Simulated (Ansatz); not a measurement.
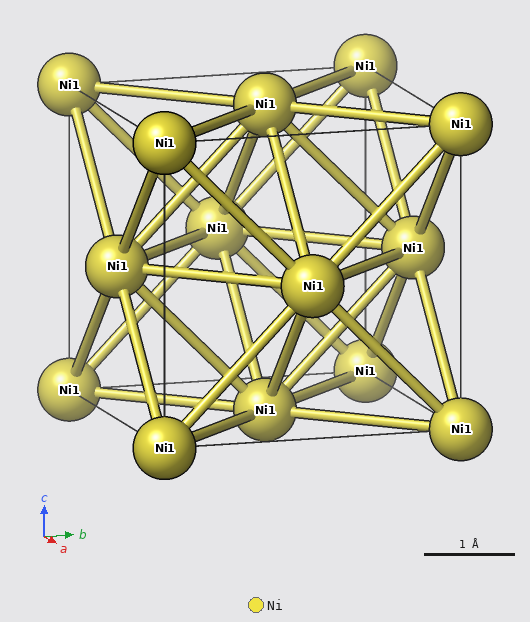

**Figure 1.** The structure as given in the input (ball-and-stick view of the cell 4 times as large as that of the calculation, set on its symmetry axes, seen slightly off an axis; atoms are numbered from 1 in the order of the input). An atom can appear more than once, as a periodic image. Near neighbours in the periodic cell (some may lie outside the picture): Ni has 12 Ni at 2.46 Å.

## Ni: a failed or faulty run and its cure

System: Ni (1 atom in the cell).
Method of run A: DFT, PBE, plane waves, PAW (Ansatz 0.2.0).

The structure derives from a Materials Project entry. Text and figures count atoms from 1; the logs count them from 0 in places.

**Input file, run A**
```yaml
crystal:
  lattice:
    - [0.0, 1.737572933, 1.737572933]
    - [1.737572933, 0.0, 1.737572933]
    - [1.737572933, 1.737572933, 0.0]
  atoms:
    - { symbol: Ni, position: [0.0, 0.0, 0.0], spin: 1.0 }
hamiltonian:
  xc: pbe
  pseudopotentials: { kind: paw }
magnetization:
  spin_polarized: true
kpoints:
  mp_grid: { grid: [13, 13, 13] }
scf:
  occupations: { method: fermi_dirac, width: 0.05 }
  max_iter: 60
output:
  forces: true
  stress: true
  eigenvalues: true
relax:
  f_tol: 0.01
  max_steps: 40
  cell: { stress_tol: 0.05 }
basis:
  ecutwfc: "520 ev"
```

Launched with:
```bash
ansatz run input.yaml --threads 2 --pin off --max-ram 5632MiB --backend cpu --events-out ev --progress --plain --runs-dir out
```

Hardware: 2 threads of Arm Neoverse V2, 24 GiB of memory available, shared host.

**Output (run A)**
```
Error: YAML parse error: error: line 27 column 12: unknown unit factor `ev` — a unit is read by its exact case: `eV` is a unit here, `ev` is not
  --> <input>:27:12
   |
25 |   cell: { stress_tol: 0.05 }
26 | basis:
27 |   ecutwfc: "520 ev"
   |            ^ unknown unit factor `ev` — a unit is read by its exact case: `eV` is a unit here, `ev` is not
```

What should be changed in this input?

The input was spoiled on purpose: a cutoff in the wrong unit (`basis.ecutwfc`). The program refused the input: “YAML parse error: error: line 27 column 12: unknown unit factor `ev` — a unit is read by its exact case: `eV` is a unit here, `ev` is not --> <input>:27:12 | 25 | cell: { stress_tol: 0.05 } 26 | basis: 27 | ecutwfc: "520 ev" | ^ unknown unit factor `ev` — a unit is read by its exact case: `eV` is a unit here, `ev` is not”

A run of the same system that converges differs from this input as follows (lines with − go, lines with + come):
```diff
-  max_iter: 60
-basis:
-  ecutwfc: "520 ev"
```

**Output, shortened to warnings, some set-up lines, iterations and results (run B)**
```
Basis set: ecut = 420 eV, 181 PW (Γ), exchange–correlation on 36×36×36 points (8 copies of the dense FFT grid, shifted against one another)
Symmetry: 48 space group operations
k-points: 84 of 2197
Initial density: superposition of atomic densities (chi_scale 0.1, normalization cell)
[...]
SCF iter   1: F=—  HF=-5838.989812 eV  |F-HF|=—  |Δ(HF+E_count)|=         —  Δρ=7.75e-2 (↑3.80e-2 ↓7.75e-2)  dr2=8.33e-1  dr2_m=4.00e-2  M=0.937 μB ∫|m|=0.995 μB  β_m=0.30  …
SCF iter   2: F=—  HF=-5838.794896 eV  |F-HF|=—  |Δ(HF+E_count)|=   1.95e-1  Δρ=4.20e-2 (↑4.20e-2 ↓3.96e-2)  dr2=3.06e-1  dr2_m=6.79e-3  M=0.842 μB ∫|m|=0.915 μB  β_m=0.25  …
SCF iter   3: F=—  HF=-5838.976627 eV  |F-HF|=—  |Δ(HF+E_count)|=   1.82e-1  Δρ=1.64e-2 (↑1.52e-2 ↓1.64e-2)  dr2=2.67e-2  dr2_m=5.28e-3  M=0.838 μB ∫|m|=0.915 μB  β_m=0.57  …
SCF iter   4: F=—  HF=-5839.579428 eV  |F-HF|=—  |Δ(HF+E_count)|=         —  Δρ=4.89e-2 (↑1.16e-2 ↓4.89e-2)  dr2=1.04e-1  dr2_m=7.94e-2  M=0.651 μB ∫|m|=0.735 μB  β_m=0.57  …
SCF iter   5: F=—  HF=-5839.731442 eV  |F-HF|=—  |Δ(HF+E_count)|=   1.52e-1  Δρ=3.32e-2 (↑3.32e-2 ↓1.15e-2)  dr2=9.90e-2  dr2_m=1.37e-2  M=0.655 μB ∫|m|=0.742 μB  β_m=0.51  …
[... 44 lines ...]
SCF iter   6: F=—  HF=-5839.730327 eV  |F-HF|=—  |Δ(HF+E_count)|=   2.69e-9  Δρ=9.65e-7 (↑2.67e-7 ↓9.65e-7)  dr2=9.71e-11  dr2_m=1.32e-11  M=0.632 μB ∫|m|=0.721 μB  β_m=0.90  …
SCF iter   7: F=—  HF=-5839.730326 eV  |F-HF|=—  |Δ(HF+E_count)|=   1.23e-6  Δρ=1.86e-7 (↑1.55e-7 ↓1.86e-7)  dr2=7.48e-12  dr2_m=6.48e-14  M=0.632 μB ∫|m|=0.721 μB  β_m=0.95  …
SCF iter   8: F=-5839.730326 eV  HF=-5839.730326 eV  |F-HF|=4.55e-12  |Δ(HF+E_count)|=  9.09e-12  Δρ=2.22e-7 (↑1.35e-7 ↓2.22e-7)  dr2=8.25e-12  dr2_m=2.11e-13  M=0.632 μB …
SCF 5 converged in 8 iterations: F = -5839.730326 eV  dr2 = 8.25e-12
relax step   5: F+E_penalty+E_count = -5839.73032593 eV  Δ(F+E_penalty+E_count) = -1.211e-4 eV  max|allowed force component| = 0.000e0 eV/Å  Δτ_max = 0.0000 Å  P = -0.014 GPa …
basis re-selected at this cell: Δ(F+E_penalty+E_count) = -1.211e-4 eV, ΔP = -0.016 GPa vs the last step (what re-selecting the basis moved, of the pressure what is left beyond the Pulay correction that the steps carried, after the strain that the cell walked since its last selection, with what the …
SCF converged after 8 iterations
Magnetization: 0.6323 μB (9.3162 up, 8.6838 down)
Absolute magnetization: 0.7214 μB (∫|ρ↑−ρ↓|, with the PAW one-centre terms)
Spin contamination: 0.0068 ħ² per cell (⟨S²⟩ above its minimum at these occupations)
Per-site moments (μB) at R_I (Å): [(0.6701761045162073, 1.0262126059843686)]
Free energy (F): -5839.730326 eV
Harris-Foulkes:  -5839.730326 eV  (|F-HF|=4.55e-12)
Internal energy: -5839.717163 eV  (E = F + TS)
E sigma→0 (E₀):  -5839.723744 eV
Entropy (-TS):   -0.013163 eV (-13.163 meV/atom)
Fermi energy:    18.176163 eV
--- Per-component energies (eV) ---
  E_band       = -284.548199
  E_kinetic    = 282.094320
  E_local      = -3438.157808  (includes V_loc(G=0)·N_el)
  E_nonlocal   = 635.535827
  E_hartree    = 1435.173216
  E_xc         = -84.796083
  E_vxc        = -109.344227  (∫ρ·V_xc dr)
  E_paw        = -1629.629406  (= ΣΔE_a)
  E_vpaw       = -525.023108  (= ΣTr[D̂ρ^β])
  E_aug_tail   = 0.000585  (compensation charges beyond the density's cutoff)
  E_ewald      = -3039.937814
  E_smearing   = -0.013163  (= −TS)
  E_closure    = -0.000000  (closes the sum)
  Σ components = -5839.730326   (vs F -5839.730326, Δ=0.00e0)
--- Forces (eV/Å), atoms counted from 1 ---
  atom   1  Ni    -0.00000000     0.00000000     0.00000000
  max |Σ_I F_I| component: 5.75e-32 eV/Å
--- Stress (GPa, compression-positive) ---
       -0.013766      -0.000000      -0.000000
       -0.000000      -0.013766      -0.000000
       -0.000000       0.000000      -0.013766
  P = ⅓ Tr σ = -0.0138 GPa (-0.138 kbar)
--- Relaxed structure (4 steps of the walk, 4 accepted, 1 SCFs on fresh bases) ---
  F+E_penalty+E_count = -5839.73032593 eV   max|allowed force component| = 0.000e0 eV/Å   (the final SCF, on the basis selected at the relaxed cell)
  cell:  # Å, volume = 10.8874 Å³
    - [1.3295736393475595e-34, 1.7591318609228257, 1.7591318609228257]
    - [1.7591318609228257, -4.3788353359083143e-35, 1.7591318609228257]
    - [1.7591318609228257, 1.7591318609228257, -7.165366921259423e-35]
  atoms:
[...]
```

**The two runs side by side**

| quantity | run A | run B |
| --- | --- | --- |
| outcome | refused | converged |
| free energy per atom (eV) | – | −5839.7303 |
| gap on the mesh (eV) | – | 0.00 |
| net moment of the cell (μB) | – | 0.63 |
| absolute moment of the cell (μB) | – | 0.72 |
| pressure (GPa) | – | −0.01 |
| volume per atom (Å³) | – | 10.89 |
| largest force (eV/Å) | – | 0.000 |
| SCF iterations | – | 44 |
| irreducible k-points | – | 84 |
